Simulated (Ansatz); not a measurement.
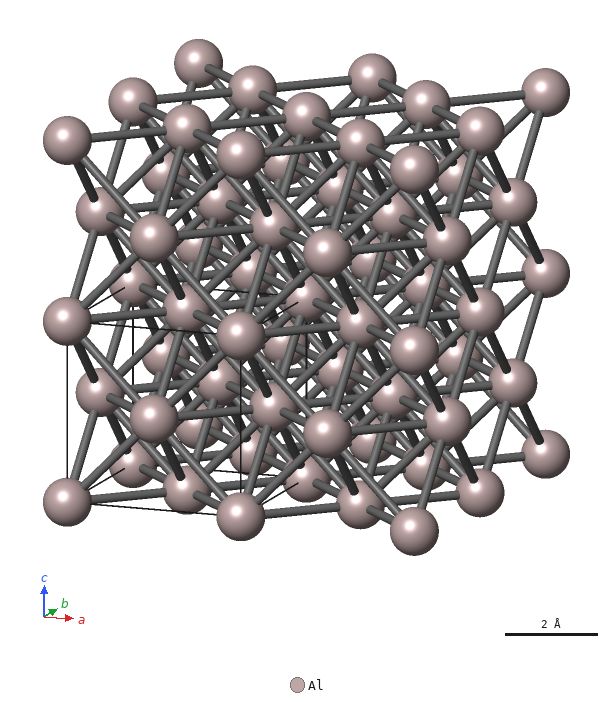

The input geometry (ball-and-stick view of the cell 4 times as large as that of the calculation, set on its symmetry axes, repeated 2 × 2 × 2, seen slightly off an axis). Near neighbours in the crystal (not all of them lie inside the picture): Al has 12 Al at 2.86 Å.

**Al: geometry relaxation**

System: Al (1 atom in the cell).
Method: DFT LDA, scalar-relativistic, plane waves, PAW, no spin polarisation (Ansatz 0.2.0).

The structure derives from an entry of the Crystallography Open Database.

## Log
```
Engine: ansatz 0.2.0, aarch64-unknown-linux-gnu
Pseudopotentials: kind: paw
Pseudopotential: Al, paw, valence charge 3, recommended cutoff 420 eV (normal), Al.paw.azcp
Functional definition: SPW92
  exchange = slater_x
  correlation = pw_c
Crystal: 1 atoms, lattice volume = 16.603 Å³
Basis set: ecut = 420 eV, 331 PW (Γ)
Bands: 6, of which v1, the nominal top of the filled ones, is band 2 counted from 1 (1 counted from 0)
Symmetry: 48 space group operations
Space group: Fm-3m (ITA 225), of the structure as read, at distance tolerance 2.6e-5 Å
k-points: 195 of 5832
Non-local potential: Al, projectors of the file, l = 0: 2, l = 1: 2, l = 2: 1
PAW form: soft (Blöchl's): semilocal exchange-correlation on the pseudo side does not see the compensation charge
PAW frozen core: Al, regenerated for the run's functional, and the local potential with it (the file was generated under x = pbe(κ = 0.804, μ = 0.2195149727645171), c = pbe(β = 0.06672455060314922))
PAW one-centre angular grid: Al, 110 points (default); XC on 64 Gauss nodes
Initial density: superposition of atomic densities (neutral atoms: chi_scale 0, normalization atom), corrected by the library's trained network
Initial wavefunctions: pseudopotential atomic-orbital guess
Functional: x = slater, c = lda
SCF iter   1: F=—  HF=-512.867571 eV  |F-HF|=—  |Δ(HF+E_count)|=         —  Δρ=3.33e-3  dr2=1.78e-3  ethr=1.77e-3  ⟨swp⟩=4.8  Hψ=10254  notcnv=0
preconditioner: auto → none  [metal: Δε(μ)=0.033 eV  Ē_g=13.057 eV  σ=0.100 eV  W_gap=0.18  n_scr=0 (ndim 8)  ℏωp=15.8 eV  f_vac=0.000  D(μ)=0.52/eV (n_scr^D=0)]
SCF iter   2: F=—  HF=-512.866971 eV  |F-HF|=—  |Δ(HF+E_count)|=   6.00e-4  Δρ=1.51e-3  dr2=3.50e-4  ethr=5.94e-5  ⟨swp⟩=1.0  Hψ=2730  notcnv=0  defer=1
SCF iter   3: F=—  HF=-512.866835 eV  |F-HF|=—  |Δ(HF+E_count)|=   1.37e-4  Δρ=4.37e-5  dr2=1.51e-7  ethr=1.17e-5  ⟨swp⟩=1.9  Hψ=1317  notcnv=0  defer=1
SCF iter   4: F=—  HF=-512.866835 eV  |F-HF|=—  |Δ(HF+E_count)|=   1.80e-7  Δρ=4.69e-6  dr2=2.48e-9  ethr=5.05e-9  ⟨swp⟩=1.2  Hψ=1132  notcnv=0  defer=1
iter 5 did not close the SCF: its close was put off for the readings that it lacked (scf_convergence_deferred on its scf_iter line)
SCF iter   5: F=-512.866835 eV  HF=-512.866835 eV  |F-HF|=3.41e-13  |Δ(HF+E_count)|=  5.16e-11  Δρ=1.54e-7  dr2=1.94e-12  ethr=8.26e-11  ⟨swp⟩=2.0  Hψ=1368  notcnv=0  defer=1
SCF iter   6: F=-512.866835 eV  HF=-512.866835 eV  |F-HF|=0.00e0  |Δ(HF+E_count)|=  4.55e-13  Δρ=2.18e-8  dr2=5.67e-14  ethr=1.00e-12  ⟨swp⟩=4.5  Hψ=4524  notcnv=0
SCF 1 converged in 6 iterations: F = -512.866835 eV  dr2 = 5.67e-14
  greatest PAW one-centre occupation: 0.458 electrons in one spin orbital (limit 2), on the Al atom at site 0 (counted from 0), in its partial waves of l = 0
relax step   1: F+E_penalty+E_count = -512.86683471 eV  Δ(F+E_penalty+E_count) = +0.000e0 eV  max|allowed force component| = 0.000e0 eV/Å  Δτ_max = 0.0000 Å  P = -3.643 GPa  Ω = 16.603 Å³  (6 SCF iters, accepted)
Crystal: 1 atoms, lattice volume = 15.722 Å³
Initial density: handed on by an earlier stage of this run
Initial wavefunctions: those handed on with the density
iter 1 solved again at ethr=1.19e-5 eV; its pass at ethr=3.10e-3 eV (dr2=3.57e-4 eV) is discarded
SCF iter   1: F=—  HF=-512.876964 eV  |F-HF|=—  |Δ(HF+E_count)|=         —  Δρ=1.57e-3  dr2=3.71e-4  ethr=1.19e-5  ⟨swp⟩=1.3  Hψ=11846  notcnv=0
preconditioner: auto → none  [metal: Δε(μ)=0.026 eV  Ē_g=13.528 eV  σ=0.100 eV  W_gap=0.14  n_scr=0 (ndim 8)  ℏωp=16.2 eV  f_vac=0.000  D(μ)=0.60/eV (n_scr^D=0)]
SCF iter   2: F=—  HF=-512.876598 eV  |F-HF|=—  |Δ(HF+E_count)|=   3.66e-4  Δρ=7.60e-4  dr2=8.63e-5  ethr=1.19e-5  ⟨swp⟩=1.0  Hψ=1170  notcnv=0
SCF iter   3: F=—  HF=-512.876483 eV  |F-HF|=—  |Δ(HF+E_count)|=   1.15e-4  Δρ=9.87e-6  dr2=1.08e-8  ethr=3.33e-9  ⟨swp⟩=7.1  Hψ=7615  notcnv=0
SCF iter   4: F=-512.876483 eV  HF=-512.876483 eV  |F-HF|=9.83e-11  |Δ(HF+E_count)|=   2.18e-9  Δρ=9.78e-7  dr2=7.14e-11  ethr=3.61e-10  ⟨swp⟩=3.9  Hψ=3898  notcnv=0
SCF 2 converged in 4 iterations: F = -512.876483 eV  dr2 = 7.14e-11
  greatest PAW one-centre occupation: 0.457 electrons in one spin orbital (limit 2), on the Al atom at site 0 (counted from 0), in its partial waves of l = 0
relax step   2: F+E_penalty+E_count = -512.87648305 eV  Δ(F+E_penalty+E_count) = -9.648e-3 eV  max|allowed force component| = 0.000e0 eV/Å  Δτ_max = 0.0000 Å  P = +0.472 GPa  Ω = 15.722 Å³  energy of the carried Pulay correction = +4.040e-4 eV  (4 SCF iters, dr2 threshold 1.00e-7 eV, accepted)
Crystal: 1 atoms, lattice volume = 15.818 Å³
iter 1 solved again at ethr=1.58e-7 eV; its pass at ethr=3.10e-3 eV (dr2=4.74e-6 eV) is discarded
SCF iter   1: F=—  HF=-512.876574 eV  |F-HF|=—  |Δ(HF+E_count)|=         —  Δρ=1.84e-4  dr2=5.19e-6  ethr=1.58e-7  ⟨swp⟩=2.5  Hψ=11198  notcnv=0
preconditioner: auto → none  [metal: Δε(μ)=0.024 eV  Ē_g=13.475 eV  σ=0.100 eV  W_gap=0.14  n_scr=0 (ndim 8)  ℏωp=16.2 eV  f_vac=0.000  D(μ)=0.60/eV (n_scr^D=0)]
SCF iter   2: F=—  HF=-512.876569 eV  |F-HF|=—  |Δ(HF+E_count)|=   5.00e-6  Δρ=8.92e-5  dr2=1.20e-6  ethr=1.58e-7  ⟨swp⟩=1.0  Hψ=1170  notcnv=0
SCF iter   3: F=-512.876567 eV  HF=-512.876567 eV  |F-HF|=2.17e-11  |Δ(HF+E_count)|=   1.57e-6  Δρ=1.05e-6  dr2=1.20e-10  ethr=3.33e-9  ⟨swp⟩=5.1  Hψ=4261  notcnv=0
SCF 3 converged in 3 iterations: F = -512.876567 eV  dr2 = 1.20e-10
relax step   3: F+E_penalty+E_count = -512.87656723 eV  Δ(F+E_penalty+E_count) = -8.418e-5 eV  max|allowed force component| = 0.000e0 eV/Å  Δτ_max = 0.0000 Å  P = -0.038 GPa  Ω = 15.818 Å³  energy of the carried Pulay correction = +3.588e-4 eV  (3 SCF iters, dr2 threshold 1.00e-7 eV, accepted)
Initial wavefunctions: pseudopotential atomic-orbital guess (no wavefunctions were taken with the density)
iter 1 solved again at ethr=2.56e-9 eV; its pass at ethr=3.10e-3 eV (dr2=7.67e-8 eV) is discarded
SCF iter   1: F=—  HF=-512.876296 eV  |F-HF|=—  |Δ(HF+E_count)|=         —  Δρ=3.43e-5  dr2=1.72e-8  ethr=2.56e-9  ⟨swp⟩=3.3  Hψ=13995  notcnv=0
SCF iter   2: F=—  HF=-512.876296 eV  |F-HF|=—  |Δ(HF+E_count)|=   7.29e-8  Δρ=1.72e-5  dr2=4.19e-9  ethr=5.72e-10  ⟨swp⟩=1.0  Hψ=1171  notcnv=0
SCF iter   3: F=-512.876296 eV  HF=-512.876296 eV  |F-HF|=1.16e-11  |Δ(HF+E_count)|=   2.54e-8  Δρ=4.30e-7  dr2=7.95e-12  ethr=1.00e-12  ⟨swp⟩=3.9  Hψ=4712  notcnv=0
SCF 4 converged in 3 iterations: F = -512.876296 eV  dr2 = 7.95e-12
relax step   4: F+E_penalty+E_count = -512.87629626 eV  Δ(F+E_penalty+E_count) = +2.710e-4 eV  max|allowed force component| = 0.000e0 eV/Å  Δτ_max = 0.0000 Å  P = -0.074 GPa  Ω = 15.818 Å³  stress off target by 7.41e-2 GPa  SCF on the basis re-selected at this cell (its energy is not comparable with the rows above)  (3 SCF iters)
basis re-selected at this cell: Δ(F+E_penalty+E_count) = +2.710e-4 eV, ΔP = -0.036 GPa vs the last step (what re-selecting the basis moved, of the pressure what is left beyond the Pulay correction that the steps carried, after the strain that the cell walked since its last selection, with what the two solves' SCF thresholds leave and, on support functions, any second-order correction that the steps lacked; it is no measure of the basis error at this ecutwfc). This SCF's stress stands 7.41e-2 GPa from its target on what of the cell is left free (relax.cell.stress_tol is 5.00e-2 GPa) and its largest allowed force component is 0.00e0 eV/Å (relax.f_tol is 5.00e-3 eV/Å): not within both, so this SCF does not close the relaxation
Crystal: 1 atoms, lattice volume = 15.804 Å³
iter 1 solved again at ethr=3.28e-9 eV; its pass at ethr=3.10e-3 eV (dr2=9.83e-8 eV) is discarded
SCF iter   1: F=—  HF=-512.876306 eV  |F-HF|=—  |Δ(HF+E_count)|=         —  Δρ=2.66e-5  dr2=1.08e-7  ethr=3.28e-9  ⟨swp⟩=2.6  Hψ=11193  notcnv=0
preconditioner: auto → none  [metal: Δε(μ)=0.024 eV  Ē_g=13.483 eV  σ=0.100 eV  W_gap=0.14  n_scr=0 (ndim 8)  ℏωp=16.2 eV  f_vac=0.000  D(μ)=0.60/eV (n_scr^D=0)]
SCF iter   2: F=—  HF=-512.876306 eV  |F-HF|=—  |Δ(HF+E_count)|=   1.05e-7  Δρ=1.29e-5  dr2=2.50e-8  ethr=3.28e-9  ⟨swp⟩=1.0  Hψ=1170  notcnv=0
SCF iter   3: F=-512.876306 eV  HF=-512.876306 eV  |F-HF|=6.82e-13  |Δ(HF+E_count)|=   3.31e-8  Δρ=1.52e-7  dr2=2.44e-12  ethr=4.58e-10  ⟨swp⟩=5.0  Hψ=2996  notcnv=0
SCF 5 converged in 3 iterations: F = -512.876306 eV  dr2 = 2.44e-12
relax step   5: F+E_penalty+E_count = -512.87630632 eV  Δ(F+E_penalty+E_count) = -1.006e-5 eV  max|allowed force component| = 0.000e0 eV/Å  Δτ_max = 0.0000 Å  P = -0.001 GPa  Ω = 15.804 Å³  energy of the carried Pulay correction = +6.775e-6 eV  (3 SCF iters, accepted)
iter 1 solved again at ethr=2.20e-9 eV; its pass at ethr=3.10e-3 eV (dr2=6.59e-8 eV) is discarded
SCF iter   1: F=—  HF=-512.876295 eV  |F-HF|=—  |Δ(HF+E_count)|=         —  Δρ=1.15e-6  dr2=1.89e-11  ethr=2.20e-9  ⟨swp⟩=3.3  Hψ=14006  notcnv=0
SCF iter   2: F=-512.876295 eV  HF=-512.876295 eV  |F-HF|=2.93e-11  |Δ(HF+E_count)|=  1.29e-10  Δρ=5.80e-7  dr2=4.87e-12  ethr=1.00e-12  ⟨swp⟩=3.9  Hψ=5451  notcnv=0
SCF 6 converged in 2 iterations: F = -512.876295 eV  dr2 = 4.87e-12
relax step   6: F+E_penalty+E_count = -512.87629496 eV  Δ(F+E_penalty+E_count) = +1.136e-5 eV  max|allowed force component| = 0.000e0 eV/Å  Δτ_max = 0.0000 Å  P = -0.002 GPa  Ω = 15.804 Å³  stress off target by 1.89e-3 GPa  SCF on the basis re-selected at this cell (its energy is not comparable with the rows above)  (2 SCF iters)
```

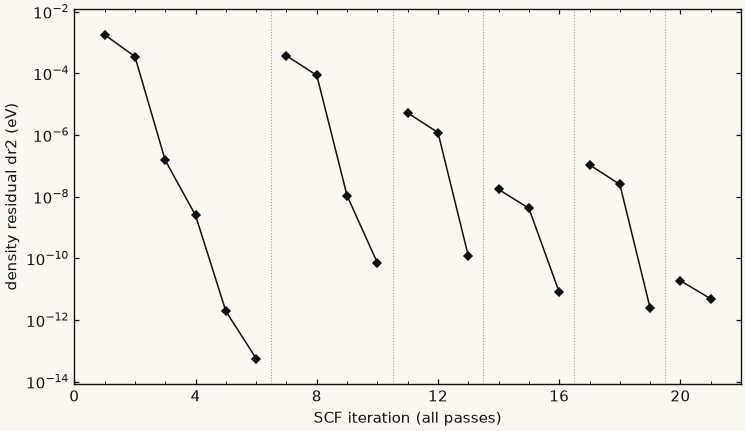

Convergence of the self-consistent field: density residual dr2 against the SCF iteration. The dotted lines part the SCF passes of the relaxation: geometry steps, rejected trials and re-solves on a re-selected basis. The 6 passes take 2 to 6 iterations each, 21 in all.

```
basis re-selected at this cell: Δ(F+E_penalty+E_count) = +1.136e-5 eV, ΔP = -0.001 GPa vs the last step (what re-selecting the basis moved, of the pressure what is left beyond the Pulay correction that the steps carried, after the strain that the cell walked since its last selection, with what the two solves' SCF thresholds leave and, on support functions, any second-order correction that the steps lacked; it is no measure of the basis error at this ecutwfc). This SCF's stress stands 1.89e-3 GPa from its target on what of the cell is left free (relax.cell.stress_tol is 5.00e-2 GPa) and its largest allowed force component is 0.00e0 eV/Å (relax.f_tol is 5.00e-3 eV/Å): within both
SCF converged after 2 iterations
Free energy (F): -512.876295 eV
Harris-Foulkes:  -512.876295 eV  (|F-HF|=2.93e-11)
Internal energy: -512.873311 eV  (E = F + TS)
E sigma→0 (E₀):  -512.874803 eV
Entropy (-TS):   -0.002984 eV (-2.984 meV/atom)
Fermi energy:    8.179950 eV
--- Per-component energies (eV) ---
  E_band       = 10.997993
  E_kinetic    = 23.505351
  E_local      = 9.943242  (includes V_loc(G=0)·N_el)
  E_nonlocal   = 11.029324
  E_hartree    = 0.107954
  E_xc         = -39.619408
  E_vxc        = -29.655405  (∫ρ·V_xc dr)
  E_paw        = -443.317135  (= ΣΔE_a)
  E_vpaw       = -4.040424  (= ΣTr[D̂ρ^β])
  E_aug_tail   = -0.000004  (compensation charges beyond the density's cutoff)
  E_ewald      = -74.578351
  E_core_change = 0.055717  (= ΣΔE_core)
  E_smearing   = -0.002984  (= −TS)
  E_closure    = 0.000000  (closes the sum)
  Σ components = -512.876295   (vs F -512.876295, Δ=0.00e0)
--- Forces (eV/Å), atoms counted from 1 ---
  atom   1  Al     0.00000000     0.00000000    -0.00000000
  max |Σ_I F_I| component: 1.39e-32 eV/Å
--- Stress (GPa, compression-positive) ---
       -0.001890       0.000000       0.000000
        0.000000      -0.001890       0.000000
        0.000000       0.000000      -0.001890
  P = ⅓ Tr σ = -0.0019 GPa (-0.019 kbar)
--- Band table (eV; the first three rows and the last of 195) ---
  k-point 0: bands = ["-3.2057", "20.8786", "20.8786", "20.8786", "22.6559", "22.6559"]
  k-point 1: bands = ["-3.1196", "19.4306", "20.6093", "20.6093", "23.0560", "23.0560"]
  k-point 2: bands = ["-2.8616", "17.2068", "20.1333", "20.1333", "23.2902", "23.8934"]
  k-point 194: bands = ["6.8658", "7.8072", "8.1584", "9.6358", "22.8837", "24.3366"]
--- Relaxed structure (4 steps of the walk, 4 accepted, 2 SCFs on fresh bases) ---
  F+E_penalty+E_count = -512.87629496 eV   max|allowed force component| = 0.000e0 eV/Å   (the final SCF, on the basis selected at the relaxed cell)
  cell:  # Å, volume = 15.8042 Å³
    - [-3.5054567282561375e-33, 1.9918095695475637, 1.9918095695475637]
    - [1.9918095695475637, 2.6878087473524234e-33, 1.9918095695475637]
    - [1.9918095695475637, 1.9918095695475637, -8.176479809037148e-34]
  atoms:
    - { symbol: Al, position: [0.0, 0.0, 0.0] }
```

## Trajectory as extended XYZ (Å, eV, eV/Å), 6 frames, from step=1 to step=6
```
1
Lattice="0.0000 2.0248 2.0248 2.0248 0.0000 2.0248 2.0248 2.0248 0.0000" Properties=species:S:1:pos:R:3:forces:R:3 step=1 energy=-512.86684 pressure_GPa=-3.64
Al    0.0000    0.0000    0.0000    0.0000   0.0000   0.0000
1
Lattice="0.0000 1.9884 1.9884 1.9884 0.0000 1.9884 1.9884 1.9884 0.0000" Properties=species:S:1:pos:R:3:forces:R:3 step=2 energy=-512.87648 pressure_GPa=0.47
Al    0.0000    0.0000    0.0000    0.0000   0.0000   0.0000
1
Lattice="0.0000 1.9924 1.9924 1.9924 0.0000 1.9924 1.9924 1.9924 0.0000" Properties=species:S:1:pos:R:3:forces:R:3 step=3 energy=-512.87657 pressure_GPa=-0.04
Al    0.0000    0.0000    0.0000    0.0000   0.0000   0.0000
1
Lattice="0.0000 1.9924 1.9924 1.9924 0.0000 1.9924 1.9924 1.9924 0.0000" Properties=species:S:1:pos:R:3:forces:R:3 step=4 energy=-512.87630 pressure_GPa=-0.07
Al    0.0000    0.0000    0.0000    0.0000   0.0000   0.0000
1
Lattice="0.0000 1.9918 1.9918 1.9918 0.0000 1.9918 1.9918 1.9918 0.0000" Properties=species:S:1:pos:R:3:forces:R:3 step=5 energy=-512.87631 pressure_GPa=-0.00
Al    0.0000    0.0000    0.0000    0.0000   0.0000   0.0000
1
Lattice="0.0000 1.9918 1.9918 1.9918 0.0000 1.9918 1.9918 1.9918 0.0000" Properties=species:S:1:pos:R:3:forces:R:3 step=6 energy=-512.87630 pressure_GPa=-0.00
Al    0.0000    0.0000    0.0000    0.0000   0.0000   0.0000
```

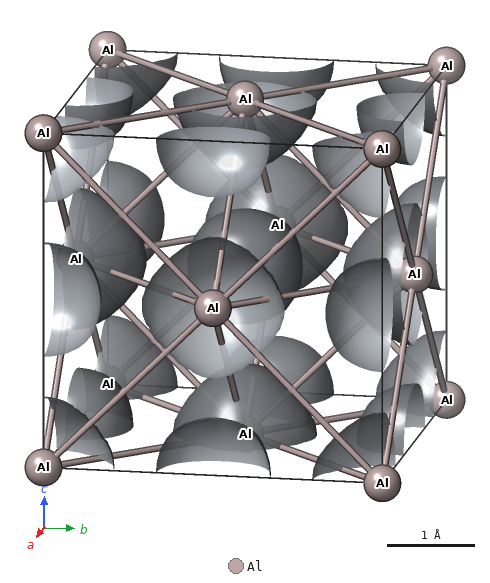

Isosurface of the electron localisation function at 0.4 (grey), seen slightly off an axis. Only the valence region is drawn (cores and ρ < 0.01 e/Å³ removed). Sticks mark near contacts. The outline is the cell set on symmetry axes. The ELF exceeds this value in one network that runs through the whole crystal, counted in one cell of 4 atoms. Profiles from the grid: Al–Al (2.82 Å): the ELF is about 0.60 at the midpoint, which marks nearly free electrons, as in a simple metal. Core electrons are frozen (PAW), so the fields are smoothed inside the atomic spheres.

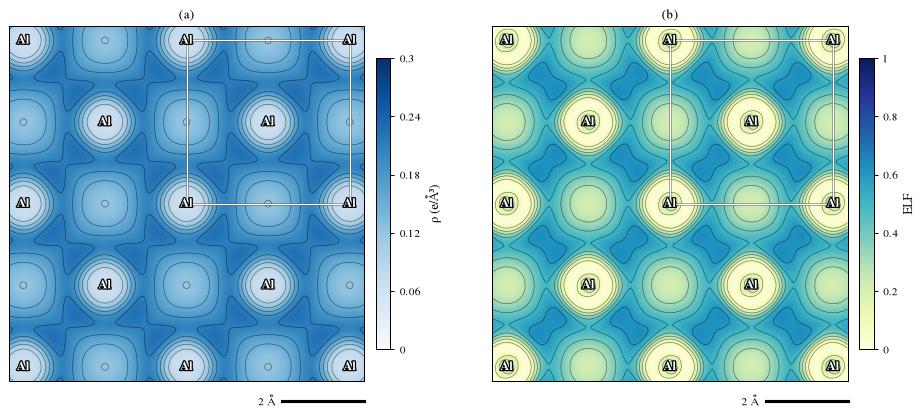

(a) valence electron density; (b) ELF on the (010) plane of the conventional cell. Atoms in the plane: Al. Away from the nuclei the density in this plane falls to 0.12 e/Å³ at its lowest.

This output came from the following input.

## The input
```yaml
crystal:
  lattice:
    - [0.0, 2.024805, 2.024805]
    - [2.024805, 0.0, 2.024805]
    - [2.024805, 2.024805, 0.0]
  atoms:
    - { symbol: Al, position: [0.0, 0.0, 0.0] }
basis:
  ecutwfc: 420
kpoints:
  mp_grid: { grid: [18, 18, 18] }
hamiltonian:
  xc: lda
scf:
  occupations: { method: gaussian, width: 0.1 }
output:
  forces: true
  stress: true
  eigenvalues: true
  write_density: true
  write_potential: true
  elf: true
  volumetric_format: npy
relax:
  adjacent_minimum: "off"
  f_tol: 0.005
  max_steps: 80
  cell: { stress_tol: 0.05 }
```

Launched with:
```bash
ansatz run input.yaml --threads 1 --pin off --max-ram 2560MiB --backend cpu --events-out ev --progress --plain --runs-dir out
```

## Results in brief

```json
{"quantity": "outcome", "value": "converged"}
{"quantity": "space group (tolerance 0.01 Å)", "value": "Fm-3m (225)"}
{"quantity": "electrons treated", "value": "3"}
{"quantity": "free energy", "value": "−512.8763 eV"}
{"quantity": "Fermi energy", "value": "8.180 eV"}
{"quantity": "gap on the k-point mesh", "value": "none (metallic)"}
{"quantity": "pressure", "value": "0.00 GPa"}
{"quantity": "final volume", "value": "15.80 Å³"}
{"quantity": "largest force (length of the vector) at the end", "value": "under 0.001 eV/Å"}
{"quantity": "final cell", "value": "a = 2.817 Å, b = 2.817 Å, c = 2.817 Å, α = 60.00°, β = 60.00°, γ = 60.00°"}
{"quantity": "hardware", "value": "1 thread of Arm Neoverse V1, 24 GiB of memory available, shared host"}
{"quantity": "wall time", "value": "9.4 s"}
{"quantity": "peak memory", "value": "0.28 GiB"}
```
